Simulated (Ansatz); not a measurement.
**Single-point calculation, with input and output: Ge**

Ge (2 atoms in the cell), computed with DFT r2SCAN, scalar-relativistic, plane waves, PAW, no spin polarisation (Ansatz 0.2.0).

The structure derives from a Materials Project entry. It belongs to a series of runs on one base structure; here: strain -0.0200 x Voigt [0, 1, 0, 0, 0, 0], atoms carried along.

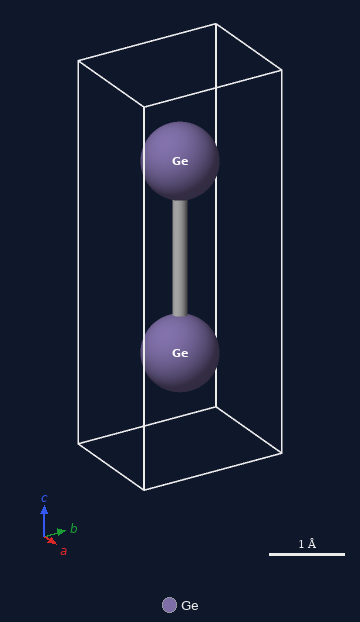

**Figure 1.** The structure as given in the input (ball-and-stick view of the cell of the calculation, seen slightly off an axis). An atom can appear more than once, as a periodic image.

## The input
```yaml
crystal:
  lattice:
    - [1.397592124, -2.4756903525, 0.0]
    - [1.397592124, 2.4756903525, 0.0]
    - [0.0, 0.0, 5.2992283745]
  atoms:
    - { symbol: Ge, position: [0.5002627511, 0.4997372489, 0.25] }
    - { symbol: Ge, position: [0.4997372489, 0.5002627511, 0.75] }
basis:
  ecutwfc: 500
kpoints:
  mp_grid: { grid: [24, 24, 12] }
hamiltonian:
  xc: r2scan
scf:
  occupations: { method: gaussian, width: 0.15 }
output:
  forces: true
  stress: true
  eigenvalues: true
  write_density: true
  write_potential: true
  elf: true
  volumetric_format: npy
```

Command:
```bash
ansatz run input.yaml --threads 1 --pin off --max-ram 2560MiB --backend cpu --events-out ev --progress --plain --runs-dir out
```

## The program's output
```
Engine: ansatz 0.2.0, x86_64-unknown-linux-gnu
Pseudopotentials: kind: paw
Pseudopotential: Ge, paw, valence charge 14, recommended cutoff 500 eV (meta_gga), Ge.paw.azcp
Functional definition: r2SCAN
  parameter k0 = 0.174
  parameter k1 = 0.065
  parameter a1 = 4.9479
  exchange = r2scan_x(k0 = k0, k1 = k1, a1 = a1)
  correlation = r2scan_c
Crystal: 2 atoms, lattice volume = 36.671 Å³
Basis set: ecut = 500 eV, 919 PW (Γ), exchange–correlation on 96×96×160 points (64 copies of the dense FFT grid, shifted against one another)
Bands: 18, of which v1, the nominal top of the filled ones, is band 14 counted from 1 (13 counted from 0)
Symmetry: 8 space group operations
Space group: Cmcm (ITA 63), of the structure as read, at distance tolerance 3.3e-5 Å
k-points: 1099 of 6912
Non-local potential: Ge, projectors of the file, l = 0: 2, l = 1: 2, l = 2: 3, l = 3: 1
PAW form: soft (Blöchl's): semilocal exchange-correlation on the pseudo side does not see the compensation charge
PAW frozen core: Ge, regenerated for the run's functional (the file was generated under x = pbe(κ = 0.804, μ = 0.2195149727645171), c = pbe(β = 0.06672455060314922))
PAW one-centre angular grid: Ge, 590 points (default); XC on 160 Gauss nodes
Initial density: superposition of atomic densities (neutral atoms: chi_scale 0, normalization atom), corrected by the library's trained network
Initial wavefunctions: pseudopotential atomic-orbital guess
Functional: x = r2scan, c = r2scan; τ floored in thin density (d = 2e-4 eV/Å³)
SCF iter   1: F=—  HF=-8605.011402 eV  |F-HF|=—  |Δ(HF+E_count)|=         —  Δρ=6.56e-3  dr2=5.38e-3  dr2_τ=1.68e-3  ethr=1.77e-3  ⟨swp⟩=5.1  Hψ=81083  notcnv=0
preconditioner: auto → Kerker (q_TF=auto, 2.608 Å⁻¹)  [metal: Δε(μ)=0.006 eV  Ē_g=24.579 eV  σ=0.150 eV  W_gap=0.02  n_scr=10 (ndim 8)  ℏωp=32.4 eV  f_vac=0.000  D(μ)=0.67/eV (n_scr^D=2)]
SCF iter   2: F=—  HF=-8605.038653 eV  |F-HF|=—  |Δ(HF+E_count)|=   2.73e-2  Δρ=2.34e-3  dr2=1.03e-3  dr2_τ=2.21e-5  ethr=1.92e-5  ⟨swp⟩=2.0  Hψ=47971  notcnv=0  defer=261
SCF iter   3: F=—  HF=-8605.039051 eV  |F-HF|=—  |Δ(HF+E_count)|=   3.99e-4  Δρ=1.54e-3  dr2=5.19e-4  dr2_τ=5.43e-6  ethr=3.69e-6  ⟨swp⟩=1.0  Hψ=19519  notcnv=0  defer=261
SCF iter   4: F=—  HF=-8605.039237 eV  |F-HF|=—  |Δ(HF+E_count)|=   1.86e-4  Δρ=2.93e-4  dr2=3.40e-5  dr2_τ=2.94e-7  ethr=1.85e-6  ⟨swp⟩=2.0  Hψ=21833  notcnv=0  defer=261
SCF iter   5: F=—  HF=-8605.039249 eV  |F-HF|=—  |Δ(HF+E_count)|=   1.17e-5  Δρ=6.06e-5  dr2=1.54e-6  dr2_τ=7.82e-9  ethr=1.22e-7  ⟨swp⟩=2.0  Hψ=22388  notcnv=0  defer=261
SCF iter   6: F=-8605.039249 eV  HF=-8605.039249 eV  |F-HF|=5.28e-9  |Δ(HF+E_count)|=   4.73e-7  Δρ=7.99e-6  dr2=2.81e-8  dr2_τ=1.58e-10  ethr=3.57e-10  ⟨swp⟩=6.4  Hψ=114565  notcnv=0
SCF 1 converged in 6 iterations: F = -8605.039249 eV  dr2 = 2.81e-8
  greatest PAW one-centre occupation: 0.998 electrons in one spin orbital (limit 2), on the Ge atom at site 1 (counted from 0), in its partial waves of l = 2
```

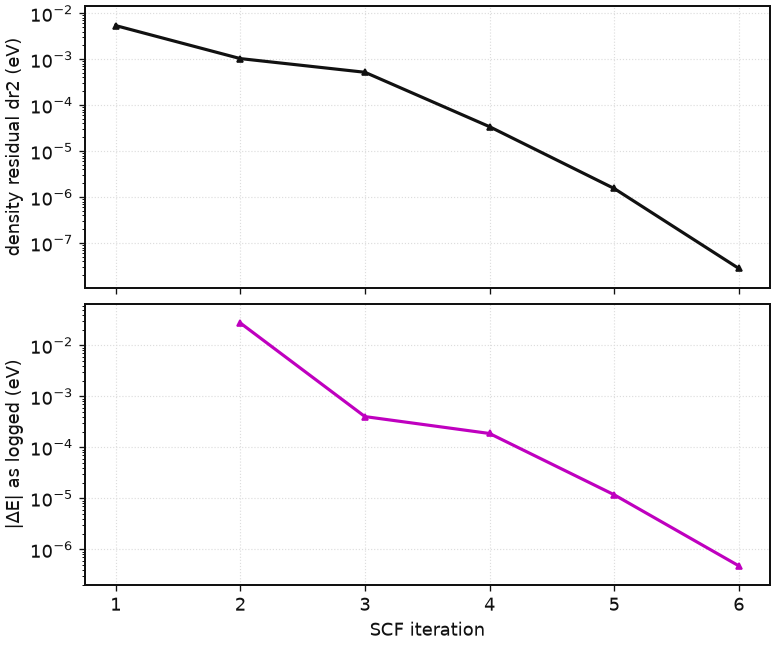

**Figure 2.** Convergence of the self-consistent field: density residual dr2 and size of the energy change against the SCF iteration. The residual falls at every step.

```
SCF converged after 6 iterations
Free energy (F): -8605.039249 eV
Harris-Foulkes:  -8605.039249 eV  (|F-HF|=5.28e-9)
Internal energy: -8605.031833 eV  (E = F + TS)
E sigma→0 (E₀):  -8605.035541 eV
Entropy (-TS):   -0.007416 eV (-3.708 meV/atom)
Fermi energy:    11.307839 eV
--- Per-component energies (eV) ---
  E_band       = -236.312426
  E_kinetic    = 221.379549
  E_local      = -4270.228199  (includes V_loc(G=0)·N_el)
  E_nonlocal   = 835.636641
  E_hartree    = 1873.997035
  E_xc         = -138.483215
  E_vxc        = -136.515157  (∫ρ·V_xc dr)
  E_paw        = -4063.550418  (= ΣΔE_a)
  E_vpaw       = -642.403614  (= ΣTr[D̂ρ^β])
  E_aug_tail   = 0.000030  (compensation charges beyond the density's cutoff)
  E_vtau       = 7.830128  (kinetic-family band-sum trace: ∫τ·v_τ [+ j·A + Jᵃ·Aᵃ] dr)
  E_ewald      = -3061.611726
  E_core_change = -2.171532  (= ΣΔE_core)
  E_smearing   = -0.007416  (= −TS)
  E_closure    = 0.000000  (closes the sum)
  Σ components = -8605.039249   (vs F -8605.039249, Δ=0.00e0)
--- Forces (eV/Å), atoms counted from 1 ---
  atom   1  Ge     0.00000000     0.00150811     0.00000000
  atom   2  Ge     0.00000000    -0.00150811     0.00000000
  max |Σ_I F_I| component: 2.17e-19 eV/Å
--- Stress (GPa, compression-positive) ---
        2.593257       0.000000       0.000000
        0.000000       1.372239       0.000000
        0.000000       0.000000       0.311744
  P = ⅓ Tr σ = 1.4257 GPa (14.257 kbar)
--- Band table (eV; the first three rows and the last of 1099) ---
  k-point 0: bands = ["-14.2190", "-14.1194", "-14.1068", "-14.0988", "-14.0868", "-14.0214", "-14.0138", "-13.9795", "-13.9374", "-13.9307", "-2.8039", "1.4056", "4.9022", "18.5018", "20.0864", "20.5682", "22.0141", "23.4011"]
  k-point 1: bands = ["-14.2149", "-14.1192", "-14.1070", "-14.0986", "-14.0870", "-14.0200", "-14.0124", "-13.9835", "-13.9388", "-13.9322", "-2.7662", "1.1957", "5.1911", "17.8059", "20.1240", "20.6058", "22.7058", "23.3017"]
  k-point 2: bands = ["-14.2028", "-14.1185", "-14.1076", "-14.0980", "-14.0876", "-14.0158", "-14.0082", "-13.9954", "-13.9430", "-13.9363", "-2.6534", "0.7062", "5.9173", "16.4385", "20.2361", "20.7181", "23.0306", "23.5173"]
  k-point 1098: bands = ["-14.1683", "-14.1683", "-14.0583", "-14.0583", "-13.9891", "-13.9891", "-13.9811", "-13.9811", "-13.9561", "-13.9561", "3.8644", "3.8644", "6.3867", "6.3867", "15.1533", "15.1533", "17.4411", "17.4411"]
```

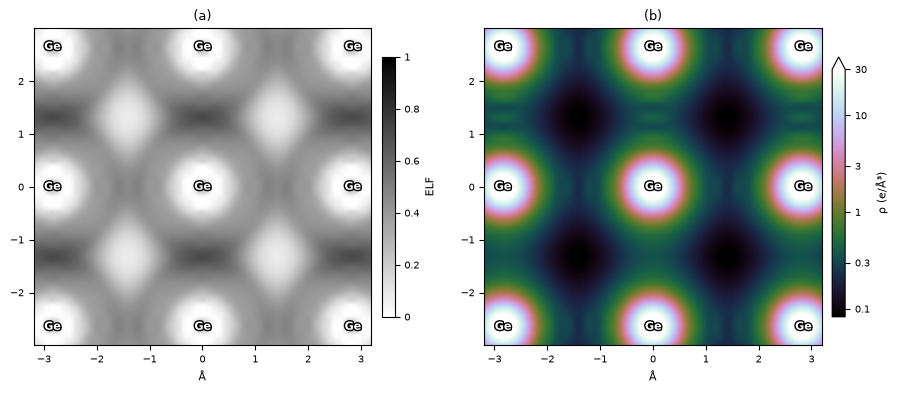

**Figure 3.** (a) ELF; (b) valence charge density (pseudo) on the (010) plane of the calculation cell. Ge–Ge (2.65 Å): the density is about 0.45 e/Å³ at the midpoint, with its minimum of 0.31 e/Å³ about 1.2 Å from Ge; the ELF peaks at about 0.70 between the atoms. Ge–Ge (2.84 Å): the density is about 0.21 e/Å³ at the midpoint; the ELF is about 0.45 at the midpoint, as expected for nearly free electrons, as in a simple metal. Away from the nuclei the density in this plane falls to 0.08 e/Å³ at its lowest. In a PAW calculation such maps are meaningful between the atoms, not at the nuclei.

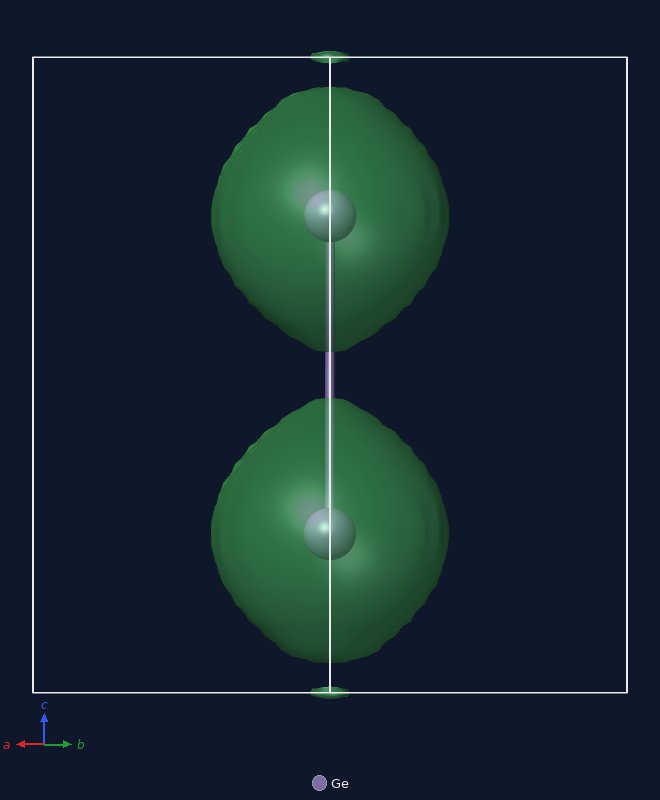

**Figure 4.** Isosurface of the valence pseudo-density at 0.4 e/Å³ (green), seen along [110]. Sticks mark near contacts. The outline is the calculation cell. At this value the density breaks into separate islands; it holds about 80 % of the electrons treated as valence (semicore included). It is pinched off along the Ge–Ge (2.65 Å), Ge–Ge (2.80 Å) and Ge–Ge (2.84 Å) contacts. On the grid the lowest density along these lines, outside the cores, is 0.31 e/Å³ (Ge–Ge, 2.65 Å), 0.27 e/Å³ (Ge–Ge, 2.80 Å) and 0.21 e/Å³ (Ge–Ge, 2.84 Å).

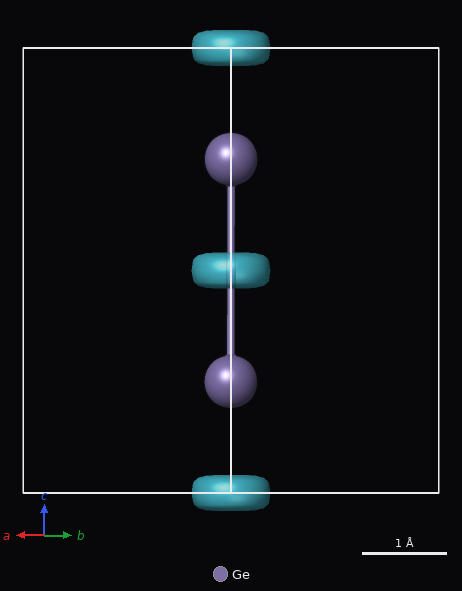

**Figure 5.** Isosurface of the electron localisation function at 0.6 (cyan), seen along [110]. Core shells and regions of very low density are left out. Sticks mark near contacts. The outline is the calculation cell. The ELF exceeds this value in two regions between bonded Ge–Ge atoms (shared pairs), counted in one cell of 2 atoms.  Values along the shortest contacts: Ge–Ge (2.65 Å): the ELF peaks at about 0.70 between the atoms. Ge–Ge (2.80 Å): the ELF is about 0.50 at the midpoint (metallic bonding.

## Summary

| quantity | value |
| --- | --- |
| outcome | converged |
| space group (tolerance 0.01 Å) | Cmmm (65) |
| electrons treated | 28 |
| free energy | −8605.0392 eV |
| Fermi energy | 11.308 eV |
| gap on the k-point mesh | none (metallic) |
| pressure | 1.43 GPa |
| largest force (length of the vector) | 0.002 eV/Å |
| hardware | 1 thread of AMD EPYC (Zen 5), 32 GiB of memory available, shared host |
| wall time | 25 s |
| peak memory | 1 GiB |
